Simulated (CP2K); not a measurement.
C: single-point calculation (part 3 of 4)

The same run, continued: C (R-3m, 8 atoms in the cell); DFTB (self-consistent charges), tables shipped with the program (CP2K 2026.2); 7×7×7 k-mesh. The structure derives from a Materials Project entry. The run did not end well. The geometry comes from this level: r2scan-rvv10. The run did not end well; see the last part.

Geometry of the input (Å; fractional positions):
```
13.6949  0.0000  0.0000
13.4748  2.4452  0.0000
13.4748  1.2127  2.1233
C  0.0410  0.0410  0.0410
C  0.8769  0.8769  0.8769
C  0.7898  0.7898  0.7898
C  0.1231  0.1231  0.1231
C  0.9590  0.9590  0.9590
C  0.3744  0.3744  0.3744
C  0.2102  0.2102  0.2102
C  0.6256  0.6256  0.6256
```

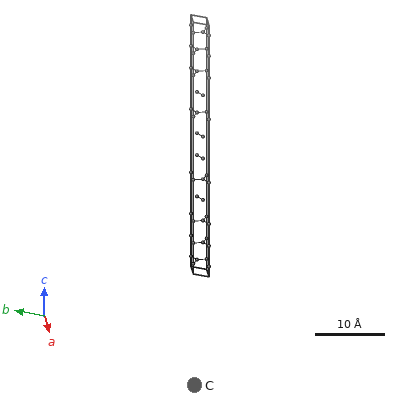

*The input geometry (ball-and-stick view of the cell 3 times as large as that of the calculation, set on its symmetry axes, seen at an oblique angle). An atom can appear more than once, as a periodic image.*

The program's output, continued:
```
 Extrapolation method: ASPC

 Number of electrons:                                                         32
 Number of occupied orbitals:                                                 16
 Number of molecular orbitals:                                                30

 Number of orbital functions:                                                 32
 Number of independent orbital functions:                                     32

 SCF WAVEFUNCTION OPTIMIZATION

  ------------------------------------------------------------------------------
     1 P_Mix/Diag. 0.30E+00    0.3     0.00156194       -13.8772078003 -1.39E+01
     2 P_Mix/Diag. 0.30E+00    0.3     0.00109336       -13.8772107195 -2.92E-06
     3 DIIS/Diag.  0.17E-09    0.3     0.00076535       -13.8772127629 -2.04E-06
     4 DIIS/Diag.  0.24E-10    0.3     0.00000002       -13.8772175309 -4.77E-06

  *** SCF run converged in     4 steps ***

  Core Hamiltonian energy:                                    -14.46894722741274
  Repulsive potential energy:                                   0.59172969609518
  Electronic energy:                                            0.00000000042610
  Dispersion energy:                                            0.00000000000000
  Electronic entropic energy:                                  -0.00000000000000
  Fermi energy:                                                -0.18620399189315

  Total energy:                                               -13.87721753089146
  Total energy (extrapolated to T->0):                        -13.87721753089146

 ENERGY| Total FORCE_EVAL ( QS ) energy [hartree]            -13.877217530891453

 FORCES| Atomic forces [hartree/bohr]
 FORCES|   Atom     x               y               z               |f|
 FORCES|      1 -1.56480456E-03  1.40617908E-02  7.52054432E-03   1.60231446E-02
 FORCES|      2 -1.40956539E-03  1.40775816E-02  7.52938009E-03   1.60267509E-02
 FORCES|      3 -1.40784593E-03  1.40797067E-02  7.53050241E-03   1.60289937E-02
 FORCES|      4  1.40956539E-03 -1.40775816E-02 -7.52938009E-03   1.60267509E-02
 FORCES|      5  1.56480457E-03 -1.40617908E-02 -7.52054431E-03   1.60231446E-02
 FORCES|      6  1.53975782E-03 -1.40669855E-02 -7.52336757E-03   1.60266027E-02
 FORCES|      7  1.40784592E-03 -1.40797067E-02 -7.53050241E-03   1.60289937E-02
 FORCES|      8 -1.53975783E-03  1.40669855E-02  7.52336757E-03   1.60266027E-02
 FORCES| Sum    -1.04083409E-17  5.55111512E-17  9.19403442E-17
 FORCES| Total atomic force                                       1.07902031E-16

 STRESS| Analytical stress tensor [bar]
 STRESS|                        x                   y                   z
 STRESS|      x       -1.17375460407E+03   1.46148615233E+04   8.52597926043E+03
 STRESS|      y        1.46148615233E+04  -8.94252119915E+04  -1.45231647034E+05
 STRESS|      z        8.52597926043E+03  -1.45231647034E+05   8.14355451393E+04
 STRESS| 1/3 Trace                                            -3.05447381875E+03
 STRESS| Determinant                                          -1.37822595363E+13

 STRESS| Eigenvectors and eigenvalues of the analytical stress tensor [bar]
 STRESS|                        1                   2                   3
 STRESS| Eigenvalues  -1.74144871076E+05   4.81108392301E+02   1.64500341227E+05
 STRESS|      x          -0.097351636332      0.995249659510      0.000879857564
 STRESS|      y           0.863905679226      0.084942934977     -0.496438994438
 STRESS|      z           0.494155477866      0.047569034501      0.868071166813

 SPGR STRESS| Symmetrized stress tensor [GPa]
 SPGR STRESS|                        x                   y                   z
 SPGR STRESS|      x        4.85852933275E-02  -4.31409341394E-03  -2.41930365958E-03
 SPGR STRESS|      y       -4.31409341394E-03   9.81365884470E-02   2.65115099012E-03
 SPGR STRESS|      z       -2.41930365958E-03   2.65115099012E-03   9.50276561376E-02
 SPGR STRESS| 1/3 Trace                                             8.05831793040E-02
 SPGR STRESS| Determinant                                           4.50462242904E-04

 SPGR STRESS| Eigenvectors and eigenvalues of the symmetrized stress tensor [GPa]
 SPGR STRESS|                        1                   2                   3
 SPGR STRESS| Eigenvalues   4.81106626241E-02   9.35088977547E-02   1.00129977533E-01
 SPGR STRESS|      x           0.995427429042      0.000925632312     -0.095516368838
 SPGR STRESS|      y           0.083372244668     -0.496443589120      0.864056035012
 SPGR STRESS|      z           0.046618690780      0.868068491552      0.494250737626

 OPT| **************************************************************************
 OPT| Step number                                                             28
 OPT| Optimization method                                                   BFGS
 OPT| Total energy [hartree]                                      -13.8772175309
 OPT| Internal pressure [bar]                                     805.8317930403
 OPT| Effective energy change [hartree]                             0.0007213740
 OPT| Predicted energy change [hartree]                            -0.0000042781
 OPT| Scaling factor                                                0.0000000000
 OPT| Step size                                                     0.1192541206
 OPT| Trust radius                                                  0.4724315332
 OPT| Decrease in energy                                                      NO
 OPT| Used time [s]                                                        1.786
 OPT|
 OPT| Maximum step size                                             0.1192541206
 OPT| Convergence limit for maximum step size                       0.0030000000
 OPT| Maximum step size is converged                                          NO
 OPT|
 OPT| RMS step size                                                 0.0377109963
 OPT| Convergence limit for RMS step size                           0.0015000000
 OPT| RMS step size is converged                                              NO
 OPT|
 OPT| Maximum gradient                                              0.0004190678
 OPT| Convergence limit for maximum gradient                        0.0003000000
 OPT| Maximum gradient is converged                                           NO
 OPT|
 OPT| RMS gradient                                                  0.0001143570
 OPT| Convergence limit for RMS gradient                            0.0003000000
 OPT| RMS gradient is converged                                              YES
 OPT|
 OPT| Pressure deviation [bar]                                    805.8317930403
 OPT| Pressure tolerance [bar]                                    300.0000000000
 OPT| Pressure is converged                                                   NO
 OPT| **************************************************************************
 OPT| Estimated peak process memory after this step [MiB]                    213

 --------------------------
 OPTIMIZATION STEP:     29
 --------------------------

 CELL| Volume [angstrom^3]:                                            77.374124
 CELL| Vector a [angstrom]:      14.677     0.000     0.000   |a| =    14.677407
 CELL| Vector b [angstrom]:      14.466     2.487     0.000   |b| =    14.678102
 CELL| Vector c [angstrom]:      14.466     1.302     2.120   |c| =    14.678346
 CELL| Angle (b,c), alpha [degree]:                                     9.490087
 CELL| Angle (a,c), beta  [degree]:                                     9.758969
 CELL| Angle (a,b), gamma [degree]:                                     9.753419
 CELL| Numerically orthorhombic:                                              NO
 CELL| Periodicity                                                           XYZ

 Extrapolation method: ASPC

 Number of electrons:                                                         32
 Number of occupied orbitals:                                                 16
 Number of molecular orbitals:                                                30

 Number of orbital functions:                                                 32
 Number of independent orbital functions:                                     32

 SCF WAVEFUNCTION OPTIMIZATION

  ------------------------------------------------------------------------------
     1 P_Mix/Diag. 0.30E+00    0.3     0.00137251       -13.8765234399 -1.39E+01
     2 P_Mix/Diag. 0.30E+00    0.3     0.00096076       -13.8765257529 -2.31E-06
     3 DIIS/Diag.  0.39E-09    0.3     0.00067253       -13.8765273720 -1.62E-06
     4 DIIS/Diag.  0.19E-12    0.3     4.4732E-10       -13.8765311500 -3.78E-06

  *** SCF run converged in     4 steps ***

  Core Hamiltonian energy:                                    -14.46793198206868
  Repulsive potential energy:                                   0.59140083171191
  Electronic energy:                                            0.00000000035481
  Dispersion energy:                                            0.00000000000000
  Electronic entropic energy:                                  -0.00000000000000
  Fermi energy:                                                -0.18587118446029

  Total energy:                                               -13.87653115000196
  Total energy (extrapolated to T->0):                        -13.87653115000196

 ENERGY| Total FORCE_EVAL ( QS ) energy [hartree]            -13.876531150001963

 FORCES| Atomic forces [hartree/bohr]
 FORCES|   Atom     x               y               z               |f|
 FORCES|      1 -1.73853965E-03  1.49069930E-02  7.92668520E-03   1.69727222E-02
 FORCES|      2 -1.58593227E-03  1.49225094E-02  7.93535099E-03   1.69754606E-02
 FORCES|      3 -1.58610736E-03  1.49244239E-02  7.93634943E-03   1.69776267E-02
 FORCES|      4  1.58593226E-03 -1.49225094E-02 -7.93535099E-03   1.69754606E-02
 FORCES|      5  1.73853965E-03 -1.49069930E-02 -7.92668519E-03   1.69727222E-02
 FORCES|      6  1.71578228E-03 -1.49118669E-02 -7.92931919E-03   1.69759179E-02
 FORCES|      7  1.58610737E-03 -1.49244239E-02 -7.93634943E-03   1.69776267E-02
 FORCES|      8 -1.71578227E-03  1.49118669E-02  7.92931918E-03   1.69759179E-02
 FORCES| Sum     1.21430643E-17 -4.16333634E-17  1.11022302E-16
 FORCES| Total atomic force                                       1.19192041E-16

 STRESS| Analytical stress tensor [bar]
 STRESS|                        x                   y                   z
 STRESS|      x       -1.32020984324E+03   1.55290990457E+04   9.05873200852E+03
 STRESS|      y        1.55290990457E+04  -9.59667539336E+04  -1.53843651059E+05
 STRESS|      z        9.05873200852E+03  -1.53843651059E+05   8.53867698102E+04
 STRESS| 1/3 Trace                                            -3.96673132220E+03
 STRESS| Determinant                                          -1.39350264777E+13

 STRESS| Eigenvectors and eigenvalues of the analytical stress tensor [bar]
 STRESS|                        1                   2                   3
 STRESS| Eigenvalues  -1.85621690966E+05   4.33221392035E+02   1.73288275607E+05
 STRESS|      x          -0.097082797424      0.995275874809      0.000929230022
 STRESS|      y           0.864142675651      0.084754732778     -0.496058536255
 STRESS|      z           0.493793850269      0.047355763068      0.868288584021

 SPGR STRESS| Symmetrized stress tensor [GPa]
 SPGR STRESS|                        x                   y                   z
 SPGR STRESS|      x        4.32553182275E-02   5.15262382681E-04   2.88314345062E-04
 SPGR STRESS|      y        5.15262382681E-04   3.75301406409E-02   1.18281431559E-03
 SPGR STRESS|      z        2.88314345062E-04   1.18281431559E-03   3.61347532953E-02
 SPGR STRESS| 1/3 Trace                                             3.89734040545E-02
 SPGR STRESS| Determinant                                           5.85874916991E-05

 SPGR STRESS| Eigenvectors and eigenvalues of the symmetrized stress tensor [GPa]
 SPGR STRESS|                        1                   2                   3
 SPGR STRESS| Eigenvalues   3.54591895961E-02   3.81375861124E-02   4.33234364551E-02
 SPGR STRESS|      x           0.000676626847     -0.114606751379      0.993410707973
 SPGR STRESS|      y          -0.496080431461      0.862516908051      0.099843822281
 SPGR STRESS|      z           0.868276308382      0.492879169639      0.056270564577

 OPT| **************************************************************************
 OPT| Step number                                                             29
 OPT| Optimization method                                                   BFGS
 OPT| Total energy [hartree]                                      -13.8765311500
 OPT| Internal pressure [bar]                                     389.7340405455
 OPT| Effective energy change [hartree]                             0.0006863809
 OPT| Predicted energy change [hartree]                            -0.0000033426
 OPT| Scaling factor                                                0.0000000000
 OPT| Step size                                                     0.1063371790
 OPT| Trust radius                                                  0.4724315332
 OPT| Decrease in energy                                                      NO
 OPT| Used time [s]                                                        1.795
 OPT|
 OPT| Maximum step size                                             0.1063371790
 OPT| Convergence limit for maximum step size                       0.0030000000
 OPT| Maximum step size is converged                                          NO
 OPT|
 OPT| RMS step size                                                 0.0336557031
 OPT| Convergence limit for RMS step size                           0.0015000000
 OPT| RMS step size is converged                                              NO
 OPT|
 OPT| Maximum gradient                                              0.0001600734
 OPT| Convergence limit for maximum gradient                        0.0003000000
 OPT| Maximum gradient is converged                                          YES
 OPT|
 OPT| RMS gradient                                                  0.0000522901
 OPT| Convergence limit for RMS gradient                            0.0003000000
 OPT| RMS gradient is converged                                              YES
 OPT|
 OPT| Pressure deviation [bar]                                    389.7340405455
 OPT| Pressure tolerance [bar]                                    300.0000000000
 OPT| Pressure is converged                                                   NO
 OPT| **************************************************************************
 OPT| Estimated peak process memory after this step [MiB]                    213

 --------------------------
 OPTIMIZATION STEP:     30
 --------------------------

 CELL| Volume [angstrom^3]:                                            77.636024
 CELL| Vector a [angstrom]:      14.724     0.000     0.000   |a| =    14.724025
 CELL| Vector b [angstrom]:      14.513     2.488     0.000   |b| =    14.724789
 CELL| Vector c [angstrom]:      14.513     1.306     2.119   |c| =    14.725058
 CELL| Angle (b,c), alpha [degree]:                                     9.451872
 CELL| Angle (a,c), beta  [degree]:                                     9.733928
 CELL| Angle (a,b), gamma [degree]:                                     9.727834
 CELL| Numerically orthorhombic:                                              NO
 CELL| Periodicity                                                           XYZ

 Extrapolation method: ASPC

 Number of electrons:                                                         32
 Number of occupied orbitals:                                                 16
 Number of molecular orbitals:                                                30

 Number of orbital functions:                                                 32
 Number of independent orbital functions:                                     32

 SCF WAVEFUNCTION OPTIMIZATION

  ------------------------------------------------------------------------------
     1 P_Mix/Diag. 0.30E+00    0.4     0.00114558       -13.8759143546 -1.39E+01
     2 P_Mix/Diag. 0.30E+00    0.3     0.00080191       -13.8759157076 -1.35E-06
     3 DIIS/Diag.  0.34E-09    0.4     0.00056134       -13.8759166547 -9.47E-07
     4 DIIS/Diag.  0.32E-11    0.4     1.8048E-09       -13.8759188647 -2.21E-06

  *** SCF run converged in     4 steps ***

  Core Hamiltonian energy:                                    -14.46719011769889
  Repulsive potential energy:                                   0.59127125273087
  Electronic energy:                                            0.00000000030398
  Dispersion energy:                                            0.00000000000000
  Electronic entropic energy:                                  -0.00000000000000
  Fermi energy:                                                -0.18553552913430

  Total energy:                                               -13.87591886466404
  Total energy (extrapolated to T->0):                        -13.87591886466404

 ENERGY| Total FORCE_EVAL ( QS ) energy [hartree]            -13.875918864664033

 FORCES| Atomic forces [hartree/bohr]
 FORCES|   Atom     x               y               z               |f|
 FORCES|      1 -1.81140641E-03  1.56266355E-02  8.26950401E-03   1.77723838E-02
 FORCES|      2 -1.71749253E-03  1.56365474E-02  8.27500725E-03   1.77743394E-02
 FORCES|      3 -1.71906340E-03  1.56382957E-02  8.27590856E-03   1.77764489E-02
 FORCES|      4  1.71749252E-03 -1.56365474E-02 -8.27500726E-03   1.77743394E-02
 FORCES|      5  1.81140641E-03 -1.56266355E-02 -8.26950400E-03   1.77723838E-02
 FORCES|      6  1.79036645E-03 -1.56312528E-02 -8.27198750E-03   1.77754677E-02
 FORCES|      7  1.71906341E-03 -1.56382957E-02 -8.27590855E-03   1.77764489E-02
 FORCES|      8 -1.79036645E-03  1.56312528E-02  8.27198749E-03   1.77754677E-02
 FORCES| Sum    -4.33680869E-19 -9.36750677E-17  9.36750677E-17
 FORCES| Total atomic force                                       1.32477261E-16

 STRESS| Analytical stress tensor [bar]
 STRESS|                        x                   y                   z
 STRESS|      x       -1.43107382534E+03   1.62436983904E+04   9.47590335589E+03
 STRESS|      y        1.62436983904E+04  -1.01031343711E+05  -1.61060400219E+05
 STRESS|      z        9.47590335589E+03  -1.61060400219E+05   8.91622836090E+04
 STRESS| 1/3 Trace                                            -4.43337797595E+03
 STRESS| Determinant                                          -1.40222265799E+13

 STRESS| Eigenvectors and eigenvalues of the analytical stress tensor [bar]
 STRESS|                        1                   2                   3
 STRESS| Eigenvalues  -1.94802951086E+05   3.97456994713E+02   1.81105360163E+05
 STRESS|      x          -0.096790116691      0.995304340644      0.000970982498
 STRESS|      y           0.864355777612      0.084539404046     -0.495723893788
 STRESS|      z           0.493478229529      0.047141899194      0.868479636100
```
